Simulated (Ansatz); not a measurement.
**A series of single points on Zn**

System: Zn (I4/mmm, 1 atom in the cell).
Method: DFT PBE, scalar-relativistic, plane waves, PAW, no spin polarisation (Ansatz 0.2.0).

The 9 runs differ only in the geometry, by a strain of the cell at fixed fractional positions. Against run 5, the strain is εxx = η. The structure derives from a Materials Project entry.

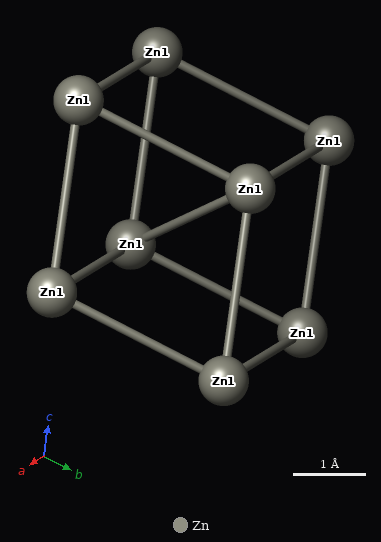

Figure 1. The structure of run 5 (ball-and-stick view of the cell of the calculation, seen slightly off an axis; atoms are numbered from 1 in the order of the input).

**Input of run 5**
```yaml
crystal:
  lattice:
    - [-1.58472737, 1.569037, 1.569037]
    - [1.58472737, -1.569037, 1.569037]
    - [1.58472737, 1.569037, -1.569037]
  atoms:
    - { symbol: Zn, position: [0.0, 0.0, 0.0] }
basis:
  ecutwfc: 420
kpoints:
  mp_grid: { grid: [22, 22, 22] }
hamiltonian:
  xc: pbe
scf:
  occupations: { method: gaussian, width: 0.15 }
output:
  forces: true
  stress: true
  eigenvalues: true
```

Lattice vectors (Å) and fractional positions of run 5:
```
  -1.584727    1.569037    1.569037
   1.584727   -1.569037    1.569037
   1.584727    1.569037   -1.569037
Zn  0.000000  0.000000  0.000000
```

Run 2 differs from it as follows:
```diff
-    - [-1.58472737, 1.569037, 1.569037]
-    - [1.58472737, -1.569037, 1.569037]
-    - [1.58472737, 1.569037, -1.569037]
+    - [-1.52196589, 1.569037, 1.569037]
+    - [1.52196589, -1.569037, 1.569037]
+    - [1.52196589, 1.569037, -1.569037]
```

**Results, with one run withheld**

| run | strain parameter η (%) | free energy per atom, from the lowest run given (meV) | pressure (GPa) |
| --- | --- | --- | --- |
| 1 | −4.9505 | 1.56 | 2.59 |
| 2 | −3.9604 | ? | ? |
| 3 | −2.9703 | 0.22 | 1.11 |
| 4 | −1.9802 | 0.00 | 0.43 |
| 5 | 0.0000 | 0.44 | −0.85 |
| 6 | 0.9901 | 1.16 | −1.44 |
| 7 | 1.9802 | 2.27 | −2.01 |
| 8 | 2.4752 | 2.96 | −2.28 |
| 9 | 2.9703 | 3.71 | −2.54 |

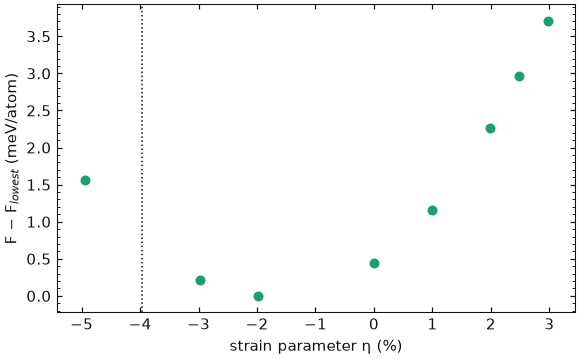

Figure 2. Free energy per atom of the runs given; the dotted line marks run 2.

What should run 2 give?

A cubic polynomial in the coordinate, fitted to the 8 runs given, misses them by at most 0.02 meV per atom. With x = η + 0.1856, it reads F = 0.34514 + 0.4986 x + 0.17197 x² + 0.0029063 x³ (meV per atom). At run 2 it gives 0.76 meV per atom, and the run itself gives 0.74. The fit has its minimum at η = −1.6929 %.

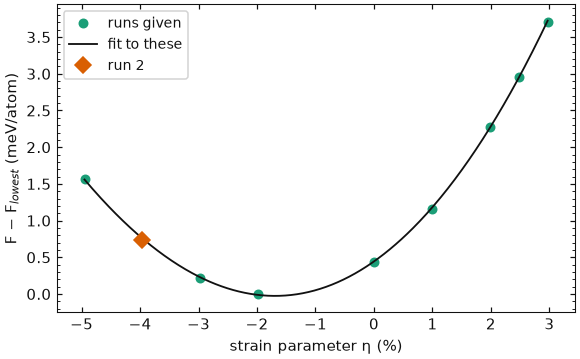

Figure 3. The fit and the withheld run.

**Output, shortened to warnings, some set-up lines, iterations and results (run 2)**
```
Basis set: ecut = 420 eV, 313 PW (Γ), exchange–correlation on 36×36×36 points (8 copies of the dense FFT grid, shifted against one another)
Symmetry: 16 space group operations
k-points: 834 of 10648
Initial density: superposition of atomic densities (neutral atoms: chi_scale 0, normalization atom), corrected by the library's trained network
[...]
SCF iter   1: F=—  HF=-3318.946438 eV  |F-HF|=—  |Δ(HF+E_count)|=         —  Δρ=3.08e-3  dr2=8.62e-4  ethr=1.77e-3  ⟨swp⟩=4.8  Hψ=53133  notcnv=0
SCF iter   2: F=—  HF=-3318.946359 eV  |F-HF|=—  |Δ(HF+E_count)|=   7.93e-5  Δρ=2.27e-3  dr2=3.89e-4  ethr=7.19e-6  ⟨swp⟩=2.1  Hψ=19914  notcnv=0
SCF iter   3: F=—  HF=-3318.946134 eV  |F-HF|=—  |Δ(HF+E_count)|=   2.25e-4  Δρ=3.17e-4  dr2=3.38e-6  ethr=3.24e-6  ⟨swp⟩=2.0  Hψ=12585  notcnv=0
SCF iter   4: F=—  HF=-3318.946133 eV  |F-HF|=—  |Δ(HF+E_count)|=   2.41e-7  Δρ=1.67e-4  dr2=2.55e-6  ethr=2.81e-8  ⟨swp⟩=2.1  Hψ=13615  notcnv=0
SCF iter   5: F=-3318.946133 eV  HF=-3318.946133 eV  |F-HF|=2.59e-9  |Δ(HF+E_count)|=   9.30e-8  Δρ=2.52e-5  dr2=3.33e-8  ethr=2.12e-8  ⟨swp⟩=2.0  Hψ=12589  notcnv=0
SCF iter   6: F=-3318.946133 eV  HF=-3318.946133 eV  |F-HF|=2.88e-8  |Δ(HF+E_count)|=   2.97e-8  Δρ=1.87e-5  dr2=2.70e-8  ethr=2.77e-10  ⟨swp⟩=2.7  Hψ=27623  notcnv=0
SCF 1 converged in 6 iterations: F = -3318.946133 eV  dr2 = 2.70e-8
SCF converged after 6 iterations
Free energy (F): -3318.946133 eV
Harris-Foulkes:  -3318.946133 eV  (|F-HF|=2.88e-8)
Internal energy: -3318.942389 eV  (E = F + TS)
E sigma→0 (E₀):  -3318.944261 eV
Entropy (-TS):   -0.003744 eV (-3.744 meV/atom)
Fermi energy:    11.430909 eV
--- Per-component energies (eV) ---
  E_band       = 51.642691
  E_kinetic    = 131.095602
  E_local      = -1521.462630  (includes V_loc(G=0)·N_el)
  E_nonlocal   = 610.786586
  E_hartree    = 637.903525
  E_xc         = -137.745988
  E_vxc        = -52.651283  (∫ρ·V_xc dr)
  E_paw        = -1824.923035  (= ΣΔE_a)
  E_vpaw       = -391.940725  (= ΣTr[D̂ρ^β])
  E_aug_tail   = -0.000336  (compensation charges beyond the density's cutoff)
  E_ewald      = -1214.596112
  E_smearing   = -0.003744  (= −TS)
  E_closure    = 0.000000  (closes the sum)
  Σ components = -3318.946133   (vs F -3318.946133, Δ=0.00e0)
--- Forces (eV/Å), atoms counted from 1 ---
  atom   1  Zn    -0.00000000     0.00000000     0.00000000
  max |Σ_I F_I| component: 9.86e-32 eV/Å
--- Stress (GPa, compression-positive) ---
        0.685746      -0.000000       0.000000
       -0.000000       2.402438       0.000000
       -0.000000       0.000000       2.402438
  P = ⅓ Tr σ = 1.8302 GPa (18.302 kbar)
```
